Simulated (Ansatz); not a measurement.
**Single-point calculation of WSe2**

- system: WSe2 (P1, 6 atoms in the cell)
- method: DFT PBEsol, scalar-relativistic, plane waves, PAW, PAW set soft_1, no spin polarisation (Ansatz 0.2.0)

The structure derives from a Materials Project entry. Figures and captions count atoms from 1; the log counts them from 0 in places.

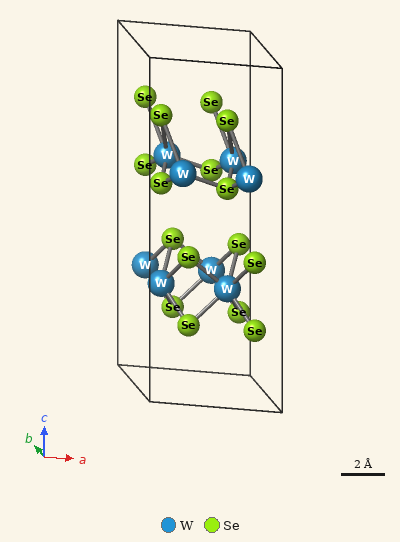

The structure as given in the input (ball-and-stick view of the 2 × 2 repeat of the cell, with the vacuum cut short, seen slightly off an axis). An atom can appear more than once, as a periodic image.

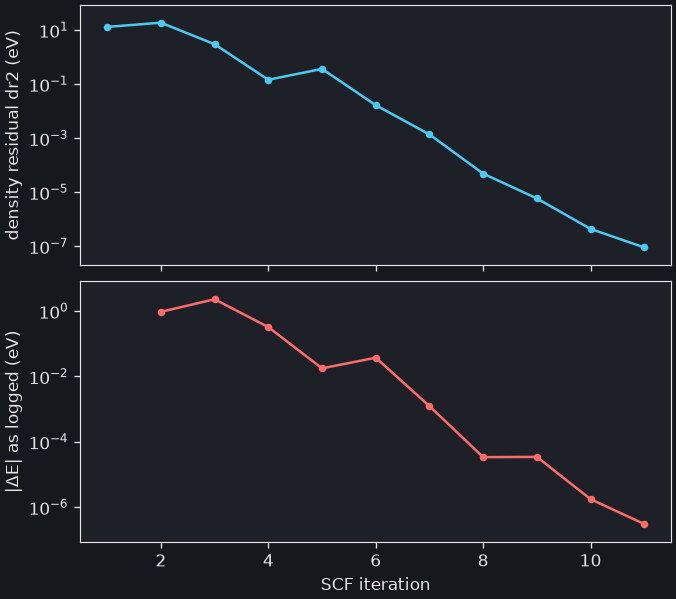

Convergence of the self-consistent field: density residual dr2 and size of the energy change against the SCF iteration. The residual comes down, with one marked jump up, by a factor of about 2.5, at step 5.

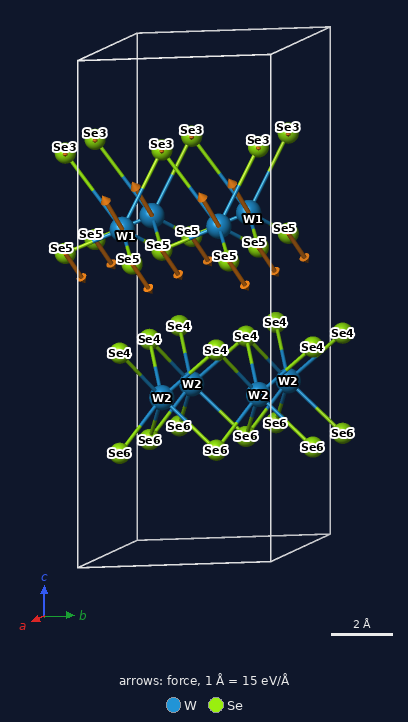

Forces on the atoms as orange arrows (ball-and-stick view of the 2 × 2 repeat of the cell, with the vacuum cut short, seen slightly off an axis; bonded neighbours outside the cell are drawn too; atoms are numbered from 1 in the order of the input); the smallest are left out. The largest act on W1 (24.74 eV/Å); Se5 (23.20 eV/Å). The geometry is not a stationary point of this energy.

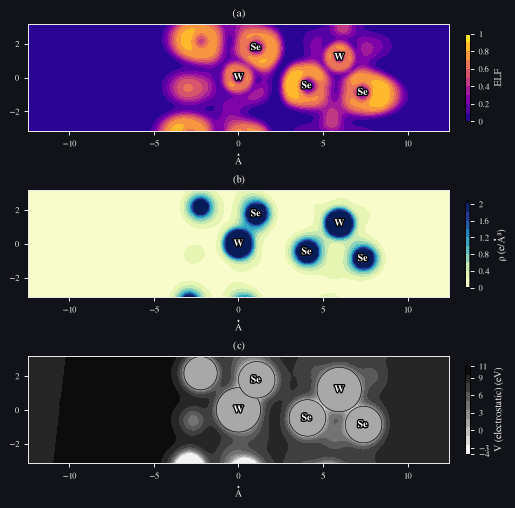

(a) electron localisation function; (b) valence charge density (pseudo); (c) electrostatic potential energy of an electron on the (111) plane of the conventional cell. Grey discs, where drawn, cover atomic cores. W–Se (2.09 Å): ρ is about 1.2 e/Å³ halfway; the ELF is about 0.45 at the midpoint. The density dies away to nearly zero in the voids. The strong features right at W lie inside the PAW spheres (semicore, d or f shells) and say nothing about bonding. Outside the cores the potential energy rises away from the atoms and is highest about 2.7 Å from the nearest atoms; outside the discs it spans about 14 eV, and its zero is arbitrary. In a PAW calculation such maps are meaningful between the atoms, not at the nuclei.

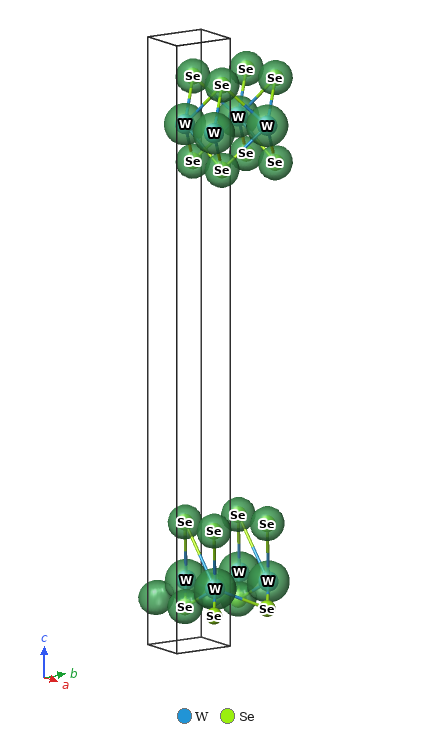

Isosurface of the valence electron density at 1.5 e/Å³ (green), seen slightly off an axis. Sticks mark near contacts. The outline is the cell set on symmetry axes. At this value the density breaks into separate islands; it holds about 65 % of the electrons treated as valence (semicore included). It is pinched off along the W–Se (2.09 Å) contacts. On the grid the lowest density along these lines, outside the cores, is 1.7 e/Å³ (W–Se, 1.86 Å) and 1.2 e/Å³ (W–Se, 2.09 Å).

These pictures come from the run below.

The input
```yaml
crystal:
  lattice:
    - [3.2705808386, 0.0, 0.0]
    - [-1.6352904193, 2.8324060913, 0.0]
    - [0.0, 0.0, 23.9869951139]
  atoms:
    - { symbol: W, position: [0.5820639573, 0.3333333333, 0.1030200584] }
    - { symbol: W, position: [0.3333333333, 0.6666666667, 0.8623778584] }
    - { symbol: Se, position: [0.3333333333, 0.6666666667, 0.2073407565] }
    - { symbol: Se, position: [0.6666666667, 0.3333333333, 0.9321940382] }
    - { symbol: Se, position: [0.3333333333, 0.6666666667, 0.0678059618] }
    - { symbol: Se, position: [0.6666666667, 0.3333333333, 0.7926592435] }
basis:
  ecutwfc: 420
kpoints:
  mp_grid: { grid: [9, 9, 2] }
hamiltonian:
  xc: pbesol
  pseudopotentials: { kind: paw, azcp: { folder: soft_1 } }
scf:
  occupations: { method: gaussian, width: 0.05 }
output:
  forces: true
  stress: true
  eigenvalues: true
  write_density: true
  write_potential: true
  elf: true
  volumetric_format: npy
```

Launch command:
```bash
ansatz run input.yaml --threads 2 --pin off --max-ram 4096MiB --backend cpu --events-out ev --progress --plain --runs-dir out
```

Output
```
Warning: [file] the record states the generating functional pbe (its physics header spells it `PBE`), which answers neither for hamiltonian.xc's functional nor for the pbesol family's — results may be inconsistent (PPs are generated against a specific XC)
Warning: [file] the record states the generating functional pbe (its physics header spells it `PBE`), which answers neither for hamiltonian.xc's functional nor for the pbesol family's — results may be inconsistent (PPs are generated against a specific XC)
Engine: ansatz 0.2.0, aarch64-unknown-linux-gnu
Pseudopotentials: kind: paw
Pseudopotential: W, paw, valence charge 14, recommended cutoff 420 eV (normal), [file]
Pseudopotential: Se, paw, valence charge 16, recommended cutoff 420 eV (normal), [file]
Functional definition: PBEsol
  exchange = pbesol_x
  correlation = pbesol_c
Crystal: 6 atoms, lattice volume = 222.206 Å³
Basis set: ecut = 420 eV, 4449 PW (Γ), exchange–correlation on 48×48×324 points (8 copies of the dense FFT grid, shifted against one another)
Bands: 56, of which v1, the nominal top of the filled ones, is band 46 counted from 1 (45 counted from 0)
Symmetry: 1 space group operations
Space group: P1 (ITA 1), of the structure as read, at distance tolerance 6.1e-5 Å
k-points: 82 of 162 (time reversal used)
Non-local potential: W, projectors of the file, l = 0: 3, l = 1: 2, l = 2: 2, l = 3: 1
Non-local potential: Se, projectors of the file, l = 0: 2, l = 1: 2, l = 2: 3, l = 3: 1
PAW form: soft (Blöchl's): semilocal exchange-correlation on the pseudo side does not see the compensation charge
PAW frozen core: W, regenerated for the run's functional, and the local potential with it (the file was generated under x = pbe(κ = 0.804, μ = 0.2195149727645171), c = pbe(β = 0.06672455060314922))
PAW frozen core: Se, regenerated for the run's functional, and the local potential with it (the file was generated under x = pbe(κ = 0.804, μ = 0.2195149727645171), c = pbe(β = 0.06672455060314922))
PAW one-centre angular grid: W, 590 points (default); XC on 64 Gauss nodes
PAW one-centre angular grid: Se, 590 points (default); XC on 64 Gauss nodes
Initial density: superposition of atomic densities (neutral atoms: chi_scale 0, normalization atom)
Initial wavefunctions: pseudopotential atomic-orbital guess
Functional: x = pbesol(κ = 0.804, μ = 0.12345679012345678), c = pbesol(β = 0.046)
SCF iter   1: F=—  HF=-42207.508446 eV  |F-HF|=—  |Δ(HF+E_count)|=         —  Δρ=3.98e-2  dr2=1.32e1  ethr=3.10e-3  ⟨swp⟩=8.3  Hψ=19423  notcnv=0  defer=21
preconditioner: auto → LDOS  [insulator: Δε(μ)=0.115 eV  Ē_g=9.218 eV  σ=0.050 eV  W_gap=0.80  n_scr=58 (ndim 8)  ℏωp=14.9 eV  f_vac=0.452  D(μ)=1.21/eV (n_scr^D=6)  ε∞_Penn≈3.6  β→1.0]
SCF iter   2: F=—  HF=-42208.452685 eV  |F-HF|=—  |Δ(HF+E_count)|=   9.44e-1  Δρ=4.15e-2  dr2=1.89e1  ethr=3.10e-3  ⟨swp⟩=4.1  Hψ=10162  notcnv=0  defer=289
SCF iter   3: F=—  HF=-42206.158732 eV  |F-HF|=—  |Δ(HF+E_count)|=    2.29e0  Δρ=1.94e-2  dr2=3.02e0  ethr=3.10e-3  ⟨swp⟩=4.0  Hψ=7828  notcnv=0  defer=276
SCF iter   4: F=—  HF=-42205.836940 eV  |F-HF|=—  |Δ(HF+E_count)|=   3.22e-1  Δρ=5.49e-3  dr2=1.46e-1  ethr=3.10e-3  ⟨swp⟩=2.5  Hψ=6205  notcnv=0  defer=296
SCF iter   5: F=—  HF=-42205.854576 eV  |F-HF|=—  |Δ(HF+E_count)|=   1.76e-2  Δρ=3.80e-3  dr2=3.68e-1  ethr=1.59e-4  ⟨swp⟩=3.3  Hψ=7398  notcnv=0  defer=313
SCF iter   6: F=—  HF=-42205.817311 eV  |F-HF|=—  |Δ(HF+E_count)|=   3.73e-2  Δρ=1.25e-3  dr2=1.67e-2  ethr=1.59e-4  ⟨swp⟩=3.0  Hψ=6287  notcnv=0  defer=309
SCF iter   7: F=—  HF=-42205.816077 eV  |F-HF|=—  |Δ(HF+E_count)|=   1.23e-3  Δρ=4.50e-4  dr2=1.38e-3  ethr=1.82e-5  ⟨swp⟩=2.0  Hψ=6191  notcnv=0  defer=295
SCF iter   8: F=—  HF=-42205.816043 eV  |F-HF|=—  |Δ(HF+E_count)|=   3.38e-5  Δρ=1.38e-4  dr2=4.90e-5  ethr=1.50e-6  ⟨swp⟩=2.0  Hψ=4988  notcnv=0  defer=295
SCF iter   9: F=—  HF=-42205.816078 eV  |F-HF|=—  |Δ(HF+E_count)|=   3.44e-5  Δρ=4.15e-5  dr2=5.91e-6  ethr=5.33e-8  ⟨swp⟩=2.1  Hψ=5721  notcnv=0  defer=295
SCF iter  10: F=—  HF=-42205.816080 eV  |F-HF|=—  |Δ(HF+E_count)|=   1.75e-6  Δρ=1.18e-5  dr2=4.40e-7  ethr=6.42e-9  ⟨swp⟩=2.1  Hψ=5701  notcnv=0  defer=295
SCF iter  11: F=-42205.816080 eV  HF=-42205.816080 eV  |F-HF|=9.41e-9  |Δ(HF+E_count)|=   3.04e-7  Δρ=4.80e-6  dr2=9.07e-8  ethr=1.09e-10  ⟨swp⟩=20.5  Hψ=38842  notcnv=0
SCF 1 converged in 11 iterations: F = -42205.816080 eV  dr2 = 9.07e-8
  Residual-converged pass: ⟨swp⟩=1.0  Hψ=4920  notcnv=0  max |occ|·‖R‖ = 7.1e-9 eV (tolerance 1.0e-8 eV)  dr2=9.07e-8  dr2_onsite=3.76e-9  max |Δocc| = 2.9e-11
  greatest PAW one-centre occupation: 1.000 electrons in one spin orbital (limit 2), on the Se atom at site 4 (counted from 0), in its partial waves of l = 2
WARN: The output density's exchange-correlation potential varies sharply where the density is thin. Do not read a vacuum level from v_tot or v_xc, or from such a field of the output density. On a cell that repeats whose density bears no net charge and no dipole along the vacuum's axis use v_es (v_loc + v_h of the components); under efield.dipole_correction with no amplitude use v_es + v_field, which holds any external_charges[].barrier, or the levels of the report's work_function block, which leave it out; under a non-zero efield.amplitude the vacuum is tilted and has no level; on a cell that repeats and bears such a dipole with no correction it is tilted too, and efield.dipole_correction with no amplitude gives each side of its ramp a level where efield: is served; in a cell that repeats whose density bears a net charge (total_charge, or a fill off its count) it is curved and has none; of a slab under crystal.periodic whose density bears no net charge use v_es, which has a level on each side, short of where the two are joined; of another it falls or rises all the way out and has none; of a slab beside external_charges read slab_vacuum_level instead, which it has where they leave it neutral. The grid or the basis barely resolves most such structure, and the values can differ between equally converged runs; as a rule a tighter scf.convergence.dr2_threshold does not remove it. Where the density itself ripples (under the LDA too) a higher basis.ecutwfc lessens it. The files hold the spikes' plane waves up to the density's cutoff. Files: v_tot_of_output_density and the like, and their columns of v_z.tsv (output.write_potential); v_xc_of_output_density and the like, and their columns of v_comp_z.tsv (output.write_potential_components). Measured: with its Gaussian average of σ = 0.25 Å subtracted twice, the exchange-correlation potential is over 0.1 eV at 8 of the grid points where the equally averaged density (valence and model cores) is under 1e-3 e/Å³, and 0.122 eV at the most among them, at an averaged density of 1.6e-8 e/Å³. The input density's (outcome.potential() and, of a run that writes arrays, v_tot and v_xc) is over 0.1 eV, so measured, at 274 points of its own thin density, 0.158 eV at the most. See output.write_potential in the manual, Limitations
SCF converged after 11 iterations
Free energy (F): -42205.816080 eV
Harris-Foulkes:  -42205.816080 eV  (|F-HF|=9.41e-9)
Internal energy: -42205.813582 eV  (E = F + TS)
E sigma→0 (E₀):  -42205.814831 eV
Entropy (-TS):   -0.002498 eV (-0.416 meV/atom)
Fermi energy:    4.902798 eV
--- Per-component energies (eV) ---
  E_band       = -2481.548391
  E_kinetic    = 1315.814971
  E_local      = -92941.319778  (includes V_loc(G=0)·N_el)
  E_nonlocal   = -1454.081655
  E_hartree    = 46258.089545
  E_xc         = -877.555098
  E_vxc        = -833.027878  (∫ρ·V_xc dr)
  E_paw        = -25248.742861  (= ΣΔE_a)
  E_vpaw       = -1085.079352  (= ΣTr[D̂ρ^β])
  E_aug_tail   = -0.001220  (compensation charges beyond the density's cutoff)
  E_ewald      = 30737.504992
  E_core_change = 4.477523  (= ΣΔE_core)
  E_smearing   = -0.002498  (= −TS)
  E_closure    = -0.000000  (closes the sum)
  Σ components = -42205.816080   (vs F -42205.816080, Δ=0.00e0)
--- Forces (eV/Å), atoms counted from 1 ---
  atom   1  W     14.90071056    -5.75079035    18.88742706
  atom   2  W      0.00443628     0.00220737    -0.02304885
  atom   3  Se    -0.02788836    -0.03323932    -1.93170382
  atom   4  Se     0.01301910    -0.00045004    -0.10180137
  atom   5  Se   -14.89032478     5.78292760   -16.81913115
  atom   6  Se     0.00004964    -0.00065948    -0.01172389
  max |Σ_I F_I| component: 1.80e-5 eV/Å
--- Stress (GPa, compression-positive) ---
       19.935330     -12.454656       8.961323
      -12.454656      19.475187      -3.586317
        8.961327      -3.586318       7.212671
  P = ⅓ Tr σ = 15.5411 GPa (155.411 kbar)
--- Band table (eV; the first three rows and the last of 82) ---
  k-point 0: bands = ["-70.0845", "-68.8371", "-44.6907", "-44.5134", "-44.4765", "-44.4367", "-44.4000", "-43.7417", "-43.7416", "-43.7194", "-43.7194", "-43.7136", "-43.7135", "-43.7015", "-43.6854", "-43.6853", "-43.6713", "-43.0174", "-43.0170", "-42.9661", "-42.9578", "-42.9465", "-34.3592", "-34.1999", "-34.1997", "-33.8552", "-33.2271", "-33.0357", "-11.6813", "-11.0883", "-9.8079", "-8.6362", "-2.9555", "-2.1414", "-1.4587", "-1.0647", "1.1963", "1.4789", "1.4791", "1.6720", "2.6382", "2.6385", "3.4018", "3.5604", "4.8528", "6.6224", "6.6575", "6.8618", "6.8622", "7.0485", "7.0497", "7.3792", "8.2350", "8.6512", "9.2815", "9.5655"]
  k-point 1: bands = ["-70.0845", "-68.8371", "-44.6907", "-44.5134", "-44.4765", "-44.4367", "-44.4000", "-43.7417", "-43.7416", "-43.7194", "-43.7194", "-43.7136", "-43.7135", "-43.7015", "-43.6854", "-43.6853", "-43.6713", "-43.0174", "-43.0170", "-42.9661", "-42.9578", "-42.9465", "-34.3592", "-34.1999", "-34.1997", "-33.8552", "-33.2271", "-33.0357", "-11.6813", "-11.0883", "-9.8079", "-8.6362", "-2.9555", "-2.1414", "-1.4587", "-1.0647", "1.1963", "1.4789", "1.4791", "1.6720", "2.6382", "2.6385", "3.4018", "3.5605", "4.8529", "6.6224", "6.6575", "6.8618", "6.8622", "7.0485", "7.0497", "7.3791", "8.2361", "8.6592", "9.2065", "9.6812"]
  k-point 2: bands = ["-70.0832", "-68.8354", "-44.6856", "-44.5111", "-44.4763", "-44.4368", "-44.3995", "-43.7417", "-43.7411", "-43.7194", "-43.7188", "-43.7137", "-43.7136", "-43.7012", "-43.6856", "-43.6855", "-43.6711", "-43.0173", "-43.0167", "-42.9662", "-42.9579", "-42.9463", "-34.3531", "-34.2296", "-34.2069", "-33.8906", "-33.2422", "-33.0500", "-11.4711", "-10.8973", "-9.7112", "-8.4972", "-2.7335", "-1.9409", "-1.7417", "-0.9516", "0.9308", "1.1730", "1.4211", "1.6638", "2.3289", "2.6563", "3.3079", "3.5062", "4.6808", "5.5629", "6.3021", "6.4437", "6.5071", "6.8055", "7.1764", "7.5635", "8.8037", "9.0544", "9.6268", "9.9275"]
  k-point 81: bands = ["-70.0742", "-68.8249", "-44.6723", "-44.5112", "-44.4639", "-44.4330", "-44.3969", "-43.7414", "-43.7377", "-43.7191", "-43.7155", "-43.7150", "-43.7141", "-43.6994", "-43.6871", "-43.6860", "-43.6692", "-43.0168", "-43.0135", "-42.9672", "-42.9582", "-42.9448", "-34.4168", "-34.3108", "-34.2683", "-34.0356", "-33.3503", "-33.1438", "-10.2873", "-9.2562", "-8.9010", "-7.2333", "-3.0427", "-2.0634", "-1.3223", "-1.0431", "-0.5443", "-0.0735", "0.6276", "1.0211", "1.7110", "1.8408", "2.3011", "3.1290", "4.0456", "4.5097", "5.2683", "5.9130", "6.2761", "6.5797", "7.1759", "7.4006", "8.1826", "9.3923", "9.9852", "10.5174"]
```

Key numbers

| quantity | value |
| --- | --- |
| outcome | converged |
| space group (tolerance 0.01 Å) | P1 (1) |
| electrons treated | 92 |
| free energy | −42205.8161 eV |
| Fermi energy | 4.903 eV |
| gap on the k-point mesh | none (metallic) |
| pressure | 15.54 GPa |
| largest force (length of the vector) | 24.735 eV/Å |
| hardware | 2 threads of Arm Neoverse N1, 98 GiB of memory available, shared host |
| wall time | 2.2 min (CPU time 4.3 min) |
| peak memory | 0.93 GiB |

Remarks

The program warns: the PAW datasets were made with another functional; the exchange-correlation potential is rough where the density is thin. Spin–orbit coupling is left out, which matters for W.
